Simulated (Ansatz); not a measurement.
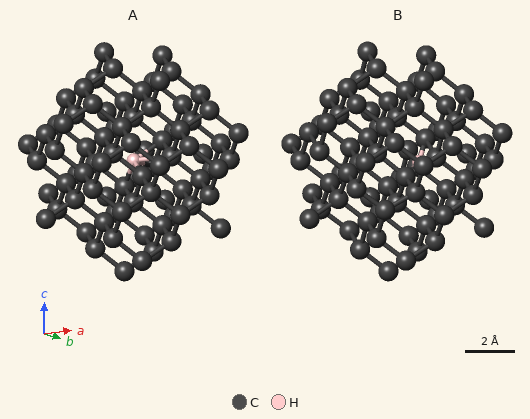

Two geometries of a defect cell of composition HC16 (cell charge +1), drawn at one scale. One is the start of a relaxation, the other its converged end. A ball-and-stick model of the atoms within 5.0 Å of the atom that moves most (axes of the conventional cell (4 times the calculation's cell) (origin shifted)), seen from a free direction. Lengths and directions refer to the drawn axes.

Theory: DFT PBE, scalar-relativistic, plane waves, PAW in Ansatz 0.2.0. Settings: plane-wave cutoff 420 eV; k-point mesh 3 × 3 × 3; occupations gaussian; smearing width 0.02 eV; no spin polarisation; atoms relaxed in a fixed cell; force threshold 0.03 eV/Å; at most 60 steps.

### Which geometry has the lower energy?

Structure B is the relaxed one. It is an interstitial H in diamond C. The run prepares an end point of a later path (interstitial hop) calculation, from a guessed geometry. The largest move is that of the H atom, 0.85 Å along [2 1 0]. By element the largest moves are H 0.85 Å, C 0.15 Å. The cell stays as it was. Some distances before and after: C–H 1.766 → 1.183 Å, C–H 1.536 → 1.938 Å, C–H 1.535 → 1.182 Å, C–C 1.546 → 1.797 Å. Bond angles that change, for instance: C–C–C 109.5° → 102.4°, C–C–C 109.5° → 115.2°, C–C–C 109.5° → 104.5°. After 10 geometry steps the energy has fallen by 0.938 eV per cell of the calculation. The largest force component goes from 1.2 to 0.0095 eV/Å.

Limits of the set-up: the periodic images lie only 5.0 Å apart, so the values are limited by the cell's size; the cell is charged, on a uniform background, and energies carry no finite-size correction.
